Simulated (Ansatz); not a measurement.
**Ta8N9 (cell with a defect): density, localisation and related maps**

```
CELL_PARAMETERS angstrom
2.91710 -5.05257 0.00000
-5.83420 0.00000 0.00000
0.00000 0.00000 -5.91485
ATOMIC_POSITIONS crystal
Ta 0.00611 0.00265 0.01072
Ta 0.49598 0.00265 0.01073
Ta 0.99936 0.49927 0.97533
Ta 0.49598 0.49252 0.01072
Ta 0.00779 0.00349 0.51449
Ta 0.49514 0.00349 0.51448
Ta 0.99936 0.49927 0.47650
Ta 0.49515 0.49085 0.51448
N 0.16638 0.33225 0.74709
N 0.66531 0.33225 0.74709
N 0.16639 0.83333 0.74710
N 0.66602 0.83261 0.79800
N 0.33268 0.16593 0.27364
N 0.84978 0.20012 0.21352
N 0.29851 0.64885 0.21352
N 0.84978 0.64884 0.21352
N 0.66603 0.83261 0.39827
```

Computed without spin polarisation.

All numbers below come from DFT PBE, scalar-relativistic, plane waves, PAW (Ansatz 0.2.0).

Core electrons are frozen (PAW), and the valence fields are smoothed inside the atomic spheres.

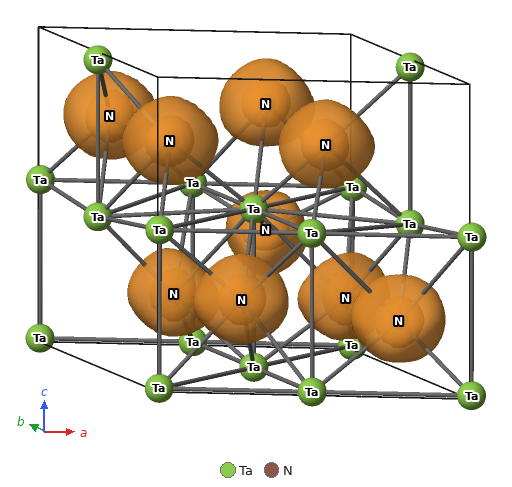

Figure 1. Isosurface of the ELF at 0.7 (orange), seen slightly off an axis. Only the valence region is drawn (cores and ρ < 0.01 e/Å³ removed). Sticks mark near contacts.

Question: Where are the electrons localised?

Answer: At this value the surface marks out nine regions wrapped around N (the valence shell of each), counted in one cell of 17 atoms. Any copies at cell faces, edges or corners count once. Along the contacts the grid gives the following. Ta–N (1.86 Å): the ELF peaks at about 0.80 in the valence shell of N, 0.6 Å from its nucleus, and drops to about 0.40 between the two atoms. Ta–Ta (2.84 Å): the ELF is about 0.20 at the midpoint; no localised pair shows between them.

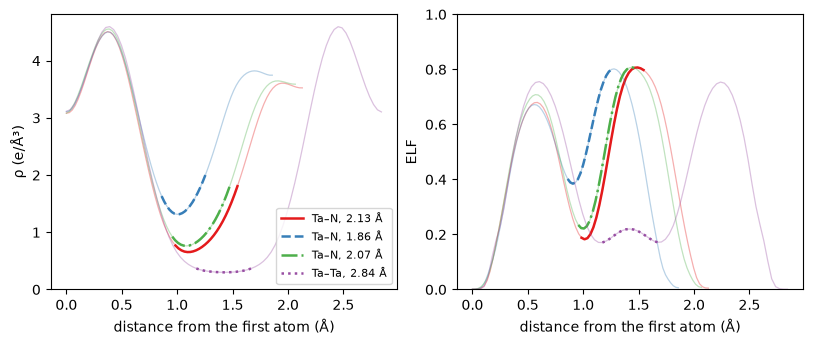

Figure 2. Valence charge density (pseudo) and electron localisation function along straight lines between neighbouring atoms. Thin, pale parts lie inside the atomic spheres.

Question: What can be read from the curves?

Answer: Ta–N (2.13 Å): ρ is about 0.66 e/Å³ halfway; the ELF peaks at about 0.80 in the valence shell of N, 0.6 Å from its nucleus, and is about 0.20 at the midpoint; no shared electron pair shows on this line.
Ta–N (1.86 Å): ρ at the midpoint is about 1.4 e/Å³; the ELF peaks at about 0.80 in the valence shell of N, 0.6 Å from its nucleus, and drops to about 0.40 between the two atoms.
Ta–N (2.07 Å): ρ is about 0.78 e/Å³ halfway; the ELF peaks at about 0.80 in the valence shell of N, 0.6 Å from its nucleus, and drops to about 0.20 between the two atoms (no localised pair shows between them).
Ta–Ta (2.84 Å): ρ is about 0.3 e/Å³ halfway; the ELF is about 0.20 at the midpoint; no shared electron pair shows on this line.

Question: Does the calculation give a band gap?

Answer: It is gapless in this calculation (a metal or semimetal).
